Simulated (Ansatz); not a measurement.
System: SnO.

```cif
data_structure
_symmetry_space_group_name_H-M 'P 1'
_symmetry_Int_Tables_number 1
_cell_length_a 3.8239
_cell_length_b 3.8477
_cell_length_c 4.7677
_cell_angle_alpha 90.002
_cell_angle_beta 89.962
_cell_angle_gamma 89.999
_cell_volume 70.15
loop_
_atom_site_label
_atom_site_type_symbol
_atom_site_fract_x
_atom_site_fract_y
_atom_site_fract_z
_atom_site_occupancy
Sn1 Sn 0.50000 0.50000 0.25688 1
Sn2 Sn 0.99967 0.00001 0.74312 1
O1 O 0.99980 0.50000 0.50124 1
O2 O 0.49987 0.00001 0.49876 1
```

Space group Pmmn; changed on purpose from its base cell (all atoms moved at random, sigma 0.15 A a component; relaxed back).

These are results of DFT PBE+D3(BJ), scalar-relativistic, plane waves, PAW in Ansatz, not measurements.

**Predict the valence pseudo-density and electron localisation function between the atoms.**

Sn–O (2.24 Å): ρ at the midpoint is about 0.46 e/Å³; the ELF peaks at about 0.85 in the valence shell of O, 0.6 Å from its nucleus, and is about 0.20 at the midpoint: no localised pair shows between them.

**Does the calculation make it a metal, or give it a gap?**

It is gapless in this calculation (a metal or semimetal).

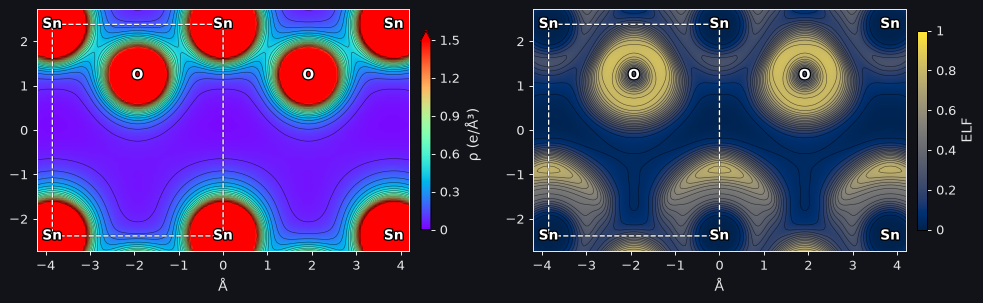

Computed valence pseudo-density and electron localisation function on the (100) plane of the conventional cell, in this order. 

The density is the valence pseudo-density of a PAW calculation; it isn't the true density close to the nuclei.
